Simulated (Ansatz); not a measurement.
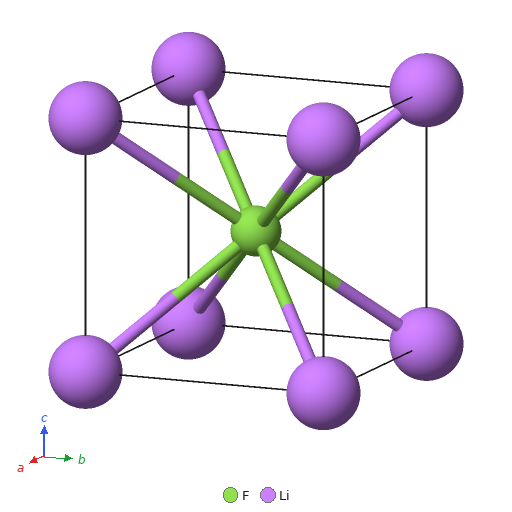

System: LiF, space group Pm-3m (No. 221). The picture shows the conventional cell.

Starting cell:
```xyz
2
Lattice="2.5595 0.0000 0.0000 0.0000 2.5595 0.0000 0.0000 0.0000 2.5595" Properties=species:S:1:pos:R:3 pbc="T T T"
F     1.2798    1.2798    1.2798
Li    0.0000    0.0000    0.0000
```

How it was computed, with Ansatz 0.2.0: plane-wave DFT, no spin polarisation; energies at scaled volumes of the given cell, shape and fractions fixed, counted from the fit's minimum, third-order Birch-Murnaghan fit. Level: PBE.

```tsv
setting	value
k mesh	10×10×10
occupations	Fermi–Dirac
smearing width	0.05 eV
potentials	Ansatz PAW
wave cutoff	420 eV
density cutoff	1680 eV
```

Describe the result: the energy and pressure against volume. The volume takes the values 7.8810, 8.0487, 8.2163, 8.3840, 8.5517, 8.7194, 8.8871 Å³/atom.

A third-order Birch–Murnaghan fit gives V0 = 8.39 Å³/atom, B0 = 67.3 GPa and B′ = 3.9. The energy is 7.22 meV/atom at volume 7.8810 Å³/atom and 5.58 meV/atom at 8.8871 Å³/atom; the lowest computed point is at volume 8.3840 Å³/atom (−0.05 meV/atom), and no other minimum shows. The pressure falls from 4.84 GPa at volume 7.8810 Å³/atom to −3.45 GPa at 8.8871 Å³/atom, and changes sign near 8.39 Å³/atom.

```tsv
volume (Å³/atom)	energy (meV/atom)	pressure (GPa)
7.8810	7.22	4.84
8.0487	3.17	3.06
8.2163	0.82	1.47
8.3840	-0.05	0.05
8.5517	0.64	-1.25
8.7194	2.54	-2.41
8.8871	5.58	-3.45
```

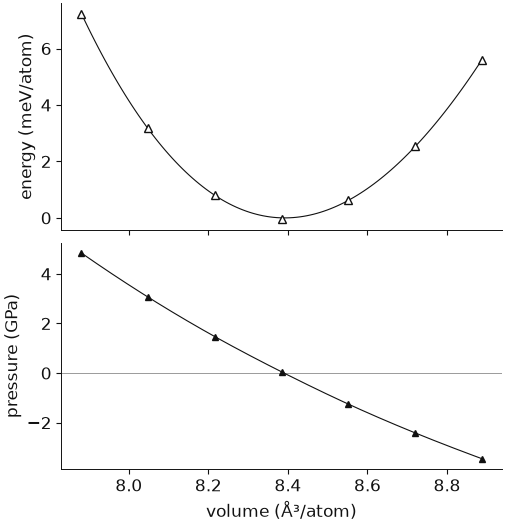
